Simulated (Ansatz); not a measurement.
**Geometry relaxation of Ge**

The run: geometry relaxation of Ge (Im-3m, 1 atom in the cell). Method and program: DFT, LDA, PAW with Ansatz's default frozen-core files, scalar-relativistic, no spin polarisation (Ansatz 0.2.0).

The structure was built on a prototype by a generator; it need not be a known phase. Its volume is 0.51 times that of the source entry. It belongs to a series of runs on one base structure; here: bcc relaxed under pressure, PAW files. Figures and captions count atoms from 1; the log counts them from 0 in places.

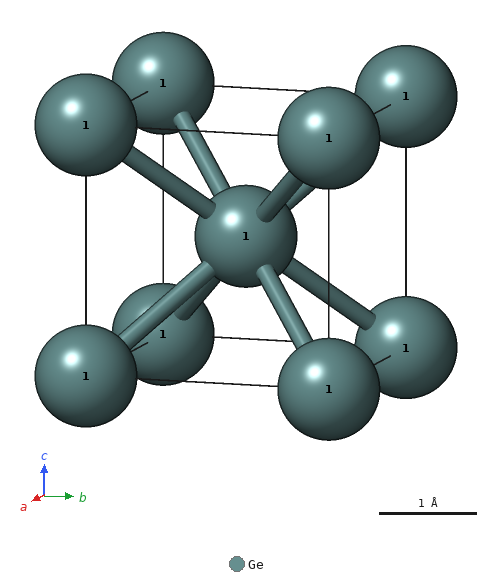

*The structure as given in the input (ball-and-stick view of the cell 2 times as large as that of the calculation, set on its symmetry axes, seen slightly off an axis; atoms are numbered from 1 in the order of the input). An atom can appear more than once, as a periodic image.*

Near neighbours in the periodic cell (some may lie outside the picture): Ge has 8 Ge at 2.28 Å.

Key numbers:

| quantity | value |
| --- | --- |
| outcome | converged |
| space group (tolerance 0.01 Å) | Im-3m (229) |
| electrons treated | 14 |
| free energy | −4211.9129 eV |
| Fermi energy | 26.270 eV |
| pressure | 240.00 GPa |
| final volume | 9.15 Å³ |
| largest force (length of the vector) at the end | under 0.001 eV/Å |
| final cell | a = 2.282 Å, b = 2.282 Å, c = 2.282 Å, α = 109.47°, β = 109.47°, γ = 109.47° |
| hardware | 1 thread of Arm Neoverse V2, 112 GiB of memory available, shared host |
| wall time | 8.2 s |
| peak memory | 0.29 GiB |

Notes:

The cell was relaxed to the target pressure of the input; what is minimised is then the enthalpy E + pV.

Input:
```yaml
crystal:
  lattice:
    - [-1.3155052429, 1.3155052429, 1.3155052429]
    - [1.3155052429, -1.3155052429, 1.3155052429]
    - [1.3155052429, 1.3155052429, -1.3155052429]
  atoms:
    - { symbol: Ge, position: [0.0, 0.0, 0.0] }
kpoints:
  mp_grid: { grid: [20, 20, 20] }
scf:
  occupations: { method: fermi_dirac, width: 0.1 }
hamiltonian:
  xc: lda
  pseudopotentials: { kind: paw }
output:
  forces: true
  stress: true
  eigenvalues: true
relax:
  f_tol: 0.005
  max_steps: 40
  cell: { p_target: 240.0, stress_tol: 0.12 }
```

Launch command:
```bash
ansatz run input.yaml --threads 1 --pin off --max-ram 3584MiB --backend cpu --events-out ev --progress --plain --runs-dir out
```

What the program printed:
```
Engine: ansatz 0.2.0, aarch64-unknown-linux-gnu
Pseudopotentials: kind: paw
Pseudopotential: Ge, paw, valence charge 14, recommended cutoff 420 eV (normal), Ge.paw.azcp
Functional definition: SPW92
  exchange = slater_x
  correlation = pw_c
Crystal: 1 atoms, lattice volume = 9.106 Å³
Basis set: ecut = 420 eV, 177 PW (Γ)
Bands: 11, of which v1, the nominal top of the filled ones, is band 7 counted from 1 (6 counted from 0)
Symmetry: 48 space group operations
Space group: Im-3m (ITA 229), of the structure as read, at distance tolerance 2.1e-5 Å
k-points: 256 of 8000
Non-local potential: Ge, projectors of the file, l = 0: 2, l = 1: 2, l = 2: 3, l = 3: 1
PAW form: soft (Blöchl's): semilocal exchange-correlation on the pseudo side does not see the compensation charge
PAW frozen core: Ge, regenerated for the run's functional, and the local potential with it (the file was generated under x = pbe(κ = 0.804, μ = 0.2195149727645171), c = pbe(β = 0.06672455060314922))
PAW one-centre angular grid: Ge, 590 points (default); XC on 64 Gauss nodes
Initial density: superposition of atomic densities (neutral atoms: chi_scale 0, normalization atom), corrected by the library's trained network
Initial wavefunctions: pseudopotential atomic-orbital guess
Functional: x = slater, c = lda
SCF iter   1: F=—  HF=-4211.848574 eV  |F-HF|=—  |Δ(HF+E_count)|=         —  Δρ=1.95e-2  dr2=9.15e-3  ethr=1.77e-3  ⟨swp⟩=4.9  Hψ=15132  notcnv=0
preconditioner: auto → none  [metal: Δε(μ)=0.044 eV  Ē_g=33.562 eV  σ=0.100 eV  W_gap=0.11  n_scr=0 (ndim 8)  ℏωp=46.0 eV  f_vac=0.000  D(μ)=0.25/eV (n_scr^D=0)]
SCF iter   2: F=—  HF=-4211.844217 eV  |F-HF|=—  |Δ(HF+E_count)|=   4.36e-3  Δρ=7.69e-3  dr2=1.49e-3  ethr=6.54e-5  ⟨swp⟩=2.6  Hψ=6765  notcnv=0  defer=2
SCF iter   3: F=—  HF=-4211.843929 eV  |F-HF|=—  |Δ(HF+E_count)|=   2.88e-4  Δρ=2.29e-3  dr2=1.24e-4  ethr=1.07e-5  ⟨swp⟩=1.0  Hψ=2765  notcnv=0  defer=2
SCF iter   4: F=—  HF=-4211.843897 eV  |F-HF|=—  |Δ(HF+E_count)|=   3.22e-5  Δρ=8.88e-5  dr2=1.97e-7  ethr=8.89e-7  ⟨swp⟩=2.2  Hψ=3710  notcnv=0  defer=2
SCF iter   5: F=—  HF=-4211.843896 eV  |F-HF|=—  |Δ(HF+E_count)|=   8.20e-7  Δρ=2.43e-5  dr2=2.74e-8  ethr=1.40e-9  ⟨swp⟩=2.0  Hψ=4561  notcnv=0  defer=2
SCF iter   6: F=-4211.843896 eV  HF=-4211.843896 eV  |F-HF|=3.38e-10  |Δ(HF+E_count)|=   1.76e-8  Δρ=2.03e-6  dr2=1.68e-10  ethr=1.95e-10  ⟨swp⟩=1.9  Hψ=9290  notcnv=0
SCF 1 converged in 6 iterations: F = -4211.843896 eV  dr2 = 1.68e-10
  greatest PAW one-centre occupation: 0.999 electrons in one spin orbital (limit 2), on the Ge atom at site 0 (counted from 0), in its partial waves of l = 2
relax step   1: F+E_penalty+E_count = -4211.84389633 eV  Δ(F+E_penalty+E_count) = +0.000e0 eV  max|allowed force component| = 0.000e0 eV/Å  Δτ_max = 0.0000 Å  P = +244.557 GPa  Ω = 9.106 Å³  (6 SCF iters, dr2 threshold 1.00e-7 eV, accepted)
Crystal: 1 atoms, lattice volume = 9.163 Å³
Initial density: handed on by an earlier stage of this run
Initial wavefunctions: those handed on with the density
iter 1 solved again at ethr=7.99e-8 eV; its pass at ethr=3.10e-3 eV (dr2=1.12e-5 eV) is discarded
SCF iter   1: F=—  HF=-4211.929936 eV  |F-HF|=—  |Δ(HF+E_count)|=         —  Δρ=3.97e-4  dr2=9.19e-6  ethr=7.99e-8  ⟨swp⟩=2.0  Hψ=21297  notcnv=0
preconditioner: auto → none  [metal: Δε(μ)=0.047 eV  Ē_g=33.600 eV  σ=0.100 eV  W_gap=0.12  n_scr=0 (ndim 8)  ℏωp=45.9 eV  f_vac=0.000  D(μ)=0.25/eV (n_scr^D=0)]
SCF iter   2: F=—  HF=-4211.929932 eV  |F-HF|=—  |Δ(HF+E_count)|=   4.40e-6  Δρ=1.82e-4  dr2=1.75e-6  ethr=6.56e-8  ⟨swp⟩=2.0  Hψ=4559  notcnv=0
SCF iter   3: F=-4211.929932 eV  HF=-4211.929932 eV  |F-HF|=3.33e-8  |Δ(HF+E_count)|=   6.82e-8  Δρ=3.39e-5  dr2=3.05e-8  ethr=7.14e-10  ⟨swp⟩=2.2  Hψ=10826  notcnv=0
SCF 2 converged in 3 iterations: F = -4211.929932 eV  dr2 = 3.05e-8
relax step   2: F+E_penalty+E_count = -4211.92993195 eV  Δ(F+E_penalty+E_count) = -8.604e-2 eV  max|allowed force component| = 0.000e0 eV/Å  Δτ_max = 0.0000 Å  P = +238.863 GPa  Ω = 9.163 Å³  energy of the carried Pulay correction = -7.177e-5 eV  (3 SCF iters, dr2 threshold 1.00e-7 eV, accepted)
Crystal: 1 atoms, lattice volume = 9.152 Å³
iter 1 solved again at ethr=4.22e-9 eV; its pass at ethr=3.10e-3 eV (dr2=5.91e-7 eV) is discarded
SCF iter   1: F=—  HF=-4211.912825 eV  |F-HF|=—  |Δ(HF+E_count)|=         —  Δρ=8.76e-5  dr2=4.89e-7  ethr=4.22e-9  ⟨swp⟩=2.2  Hψ=21367  notcnv=0
preconditioner: auto → none  [metal: Δε(μ)=0.048 eV  Ē_g=33.607 eV  σ=0.100 eV  W_gap=0.12  n_scr=0 (ndim 8)  ℏωp=45.9 eV  f_vac=0.000  D(μ)=0.25/eV (n_scr^D=0)]
SCF iter   2: F=-4211.912824 eV  HF=-4211.912824 eV  |F-HF|=7.24e-8  |Δ(HF+E_count)|=   3.09e-7  Δρ=3.51e-5  dr2=7.66e-8  ethr=7.14e-10  ⟨swp⟩=2.7  Hψ=9001  notcnv=0
SCF 3 converged in 2 iterations: F = -4211.912824 eV  dr2 = 7.66e-8
relax step   3: F+E_penalty+E_count = -4211.91282413 eV  Δ(F+E_penalty+E_count) = +1.711e-2 eV  max|allowed force component| = 0.000e0 eV/Å  Δτ_max = 0.0000 Å  P = +239.994 GPa  Ω = 9.152 Å³  energy of the carried Pulay correction = -5.740e-5 eV  (2 SCF iters, dr2 threshold 1.00e-7 eV, accepted)
Initial wavefunctions: pseudopotential atomic-orbital guess (no wavefunctions were taken with the density)
iter 1 solved again at ethr=2.66e-7 eV; its pass at ethr=3.10e-3 eV (dr2=3.73e-5 eV) is discarded
SCF iter   1: F=—  HF=-4211.912892 eV  |F-HF|=—  |Δ(HF+E_count)|=         —  Δρ=3.30e-5  dr2=6.27e-8  ethr=2.66e-7  ⟨swp⟩=2.2  Hψ=21381  notcnv=0
SCF iter   2: F=—  HF=-4211.912892 eV  |F-HF|=—  |Δ(HF+E_count)|=   3.21e-7  Δρ=1.39e-5  dr2=8.98e-9  ethr=4.48e-10  ⟨swp⟩=2.6  Hψ=4550  notcnv=0
SCF iter   3: F=—  HF=-4211.912892 eV  |F-HF|=—  |Δ(HF+E_count)|=   3.74e-9  Δρ=1.45e-6  dr2=8.40e-11  ethr=6.42e-11  ⟨swp⟩=2.0  Hψ=4546  notcnv=0
SCF iter   4: F=—  HF=-4211.912892 eV  |F-HF|=—  |Δ(HF+E_count)|=  1.82e-10  Δρ=1.52e-6  dr2=8.11e-11  ethr=1.00e-12  ⟨swp⟩=4.3  Hψ=9954  notcnv=0
SCF iter   5: F=-4211.912892 eV  HF=-4211.912892 eV  |F-HF|=7.28e-12  |Δ(HF+E_count)|=  1.00e-11  Δρ=4.96e-7  dr2=9.37e-12  ethr=1.00e-12  ⟨swp⟩=2.0  Hψ=8587  notcnv=0
SCF 4 converged in 5 iterations: F = -4211.912892 eV  dr2 = 9.37e-12
relax step   4: F+E_penalty+E_count = -4211.91289193 eV  Δ(F+E_penalty+E_count) = -6.780e-5 eV  max|allowed force component| = 0.000e0 eV/Å  Δτ_max = 0.0000 Å  P = +239.998 GPa  Ω = 9.152 Å³  stress off target by 2.04e-3 GPa  SCF on the basis re-selected at this cell (its energy is not comparable with the rows above)  (5 SCF iters)
```

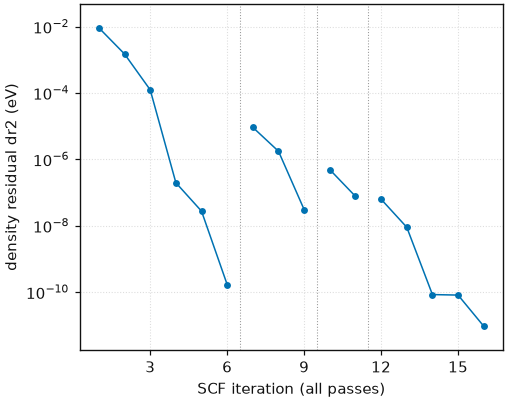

*Convergence of the self-consistent field: density residual dr2 against the SCF iteration. The dotted lines part the SCF passes of the relaxation: geometry steps, rejected trials and re-solves on a re-selected basis.*

The passes take 6, 3, 2 and 5 iterations.

```
basis re-selected at this cell: Δ(F+E_penalty+E_count) = -6.780e-5 eV, ΔP = +0.004 GPa vs the last step (what re-selecting the basis moved, of the pressure what is left beyond the Pulay correction that the steps carried, after the strain that the cell walked since its last selection, with what the two solves' SCF thresholds leave and, on support functions, any second-order correction that the steps lacked; it is no measure of the basis error at this ecutwfc). This SCF's stress stands 2.04e-3 GPa from its target on what of the cell is left free (relax.cell.stress_tol is 1.20e-1 GPa) and its largest allowed force component is 0.00e0 eV/Å (relax.f_tol is 5.00e-3 eV/Å): within both
SCF converged after 5 iterations
Free energy (F): -4211.912892 eV
Harris-Foulkes:  -4211.912892 eV  (|F-HF|=7.28e-12)
Internal energy: -4211.904472 eV  (E = F + TS)
E sigma→0 (E₀):  -4211.908682 eV
Entropy (-TS):   -0.008420 eV (-8.420 meV/atom)
Fermi energy:    26.270282 eV
--- Per-component energies (eV) ---
  E_band       = 72.926497
  E_kinetic    = 128.650548
  E_local      = -1499.863781  (includes V_loc(G=0)·N_el)
  E_nonlocal   = 425.537857
  E_hartree    = 704.262778
  E_xc         = -83.317372
  E_vxc        = -75.436572  (∫ρ·V_xc dr)
  E_paw        = -1940.397543  (= ΣΔE_a)
  E_vpaw       = -314.487194  (= ΣTr[D̂ρ^β])
  E_aug_tail   = 0.000248  (compensation charges beyond the density's cutoff)
  E_ewald      = -1948.685533
  E_core_change = 1.908326  (= ΣΔE_core)
  E_smearing   = -0.008420  (= −TS)
  E_closure    = 0.000000  (closes the sum)
  Σ components = -4211.912892   (vs F -4211.912892, Δ=0.00e0)
--- Forces (eV/Å), atoms counted from 1 ---
  atom   1  Ge     0.00000000     0.00000000    -0.00000000
  max |Σ_I F_I| component: 9.86e-32 eV/Å
--- Stress (GPa, compression-positive) ---
      239.997960      -0.000000      -0.000000
        0.000000     239.997960      -0.000000
       -0.000000       0.000000     239.997960
  P = ⅓ Tr σ = 239.9980 GPa (2399.980 kbar)
--- Band table (eV; the first three rows and the last of 256) ---
  k-point 0: bands = ["-0.1207", "-0.1207", "-0.1207", "0.4474", "0.4474", "4.4789", "45.9886", "45.9886", "45.9886", "47.1931", "47.1931"]
  k-point 1: bands = ["-0.1276", "-0.1168", "-0.0992", "0.4405", "0.4476", "4.5914", "43.7086", "44.6882", "45.3321", "45.9145", "46.3115"]
  k-point 2: bands = ["-0.1475", "-0.1086", "-0.0365", "0.4212", "0.4480", "4.9313", "40.1657", "42.8239", "43.8231", "44.4340", "45.5871"]
  k-point 255: bands = ["-0.5046", "-0.5046", "0.7208", "0.7208", "0.7208", "24.6310", "24.6310", "24.6310", "29.8655", "29.8655", "30.9304"]
--- Relaxed structure (3 steps of the walk, 3 accepted, 1 SCFs on fresh bases) ---
  F+E_penalty+E_count = -4211.91289193 eV   max|allowed force component| = 0.000e0 eV/Å   (the final SCF, on the basis selected at the relaxed cell)
  cell:  # Å, volume = 9.1518 Å³
    - [-1.31769844785206, 1.31769844785206, 1.31769844785206]
    - [1.31769844785206, -1.31769844785206, 1.31769844785206]
    - [1.31769844785206, 1.31769844785206, -1.31769844785206]
  atoms:
    - { symbol: Ge, position: [0.0, 0.0, 0.0] }
```

Trajectory as extended XYZ (Å, eV, eV/Å), 4 frames, from step=1 to step=4:
```
1
Lattice="-1.3155 1.3155 1.3155 1.3155 -1.3155 1.3155 1.3155 1.3155 -1.3155" Properties=species:S:1:pos:R:3:forces:R:3 step=1 energy=-4211.84390 pressure_GPa=244.56
Ge    0.0000    0.0000    0.0000    0.0000   0.0000   0.0000
1
Lattice="-1.3182 1.3182 1.3182 1.3182 -1.3182 1.3182 1.3182 1.3182 -1.3182" Properties=species:S:1:pos:R:3:forces:R:3 step=2 energy=-4211.92993 pressure_GPa=238.86
Ge    0.0000    0.0000    0.0000    0.0000   0.0000   0.0000
1
Lattice="-1.3177 1.3177 1.3177 1.3177 -1.3177 1.3177 1.3177 1.3177 -1.3177" Properties=species:S:1:pos:R:3:forces:R:3 step=3 energy=-4211.91282 pressure_GPa=239.99
Ge    0.0000    0.0000    0.0000    0.0000   0.0000   0.0000
1
Lattice="-1.3177 1.3177 1.3177 1.3177 -1.3177 1.3177 1.3177 1.3177 -1.3177" Properties=species:S:1:pos:R:3:forces:R:3 step=4 energy=-4211.91289 pressure_GPa=240.00
Ge    0.0000    0.0000    0.0000    0.0000   0.0000   0.0000
```
